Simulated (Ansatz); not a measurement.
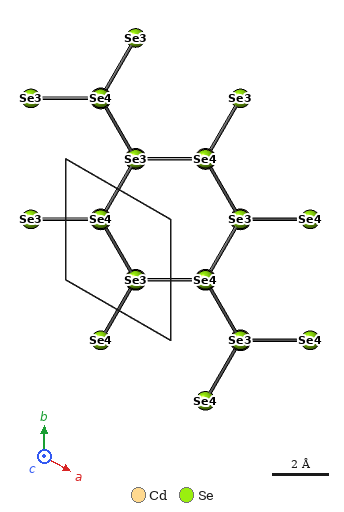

This is the input geometry for a relaxation of solid CdSe (set up in P6_3mc). Style: ball-and-stick. Shown: the cell of the calculation, repeated 2 × 2 × 1 with one cell outlined, along the c axis.

Case: relaxed at -3 GPa.

Theory: Ansatz 0.2.0, DFT PBEsol, scalar-relativistic, plane waves, PAW.

Input
```yaml
crystal:
  lattice:
    - [4.3433426942, 0.0, 0.0]
    - [-2.1716713471, 3.7614451105, 0.0]
    - [0.0, 0.0, 7.0885324203]
  atoms:
    - { symbol: Cd, position: [0.6666666667, 0.3333333333, 0.5000571731] }
    - { symbol: Cd, position: [0.3333333333, 0.6666666667, 1.0000571731] }
    - { symbol: Se, position: [0.6666666667, 0.3333333333, 0.8758028269] }
    - { symbol: Se, position: [0.3333333333, 0.6666666667, 0.3758028269] }
basis:
  ecutwfc: 420
kpoints:
  mp_grid: { grid: [12, 12, 6] }
hamiltonian:
  xc: pbesol
scf:
  occupations: { method: gaussian, width: 0.02 }
output:
  forces: true
  stress: true
  eigenvalues: true
relax:
  adjacent_minimum: "off"
  f_tol: 0.008
  max_steps: 50
  cell: { stress_tol: 0.08, p_target: -3.0 }
```

Command:
```bash
ansatz run input.yaml --threads 1 --pin off --max-ram 2560MiB --backend cpu --events-out ev --progress --plain --runs-dir out
```

**Where does the relaxation end?**

No atom moves by more than 0.005 Å relative to the cell. The volume changes by +4.1 %, with a = b 4.343 → 4.402 Å (+1.4 %), c 7.089 → 7.180 Å (+1.3 %). Some distances before and after: Cd1–Se3 2.663 → 2.700 Å, Cd1–Se4 2.658 → 2.693 Å. The space group stays P6_3mc (No. 186). The energy rises by 16.4 meV per atom in 2 accepted moves (3 points after the start). With the target pressure of -3 GPa, the enthalpy E + pV changes by −5.6 meV per atom. The largest force component goes from 0.0019 to 0.00015 eV/Å. The pressure goes from −1.39 to −3.02 GPa. At 1 point the geometry stayed and the basis and grid were re-selected for the new cell (energy shift of 0.2 meV per atom at most each time).

History of the run:

```json
{"step": "0", "E − E(0), meV/atom": "0.00", "largest force component, eV/Å": "0.0019", "pressure, GPa": "-1.39", "volume, Å³/atom": "28.952", "note": ""}
{"step": "1", "E − E(0), meV/atom": "20.45", "largest force component, eV/Å": "0.0021", "pressure, GPa": "-3.25", "volume, Å³/atom": "30.323", "note": ""}
{"step": "2", "E − E(0), meV/atom": "16.61", "largest force component, eV/Å": "0.0002", "pressure, GPa": "-3.02", "volume, Å³/atom": "30.129", "note": ""}
{"step": "3", "E − E(0), meV/atom": "16.45", "largest force component, eV/Å": "0.0002", "pressure, GPa": "-3.02", "volume, Å³/atom": "30.129", "note": "same geometry, new basis"}
```

The end point in the same view:

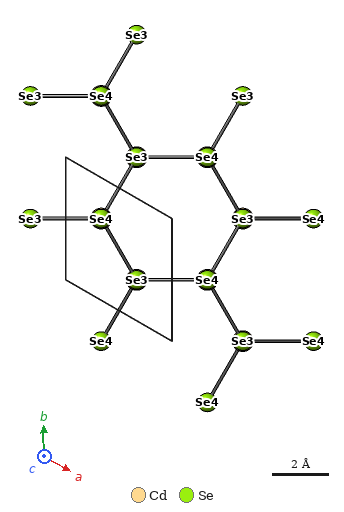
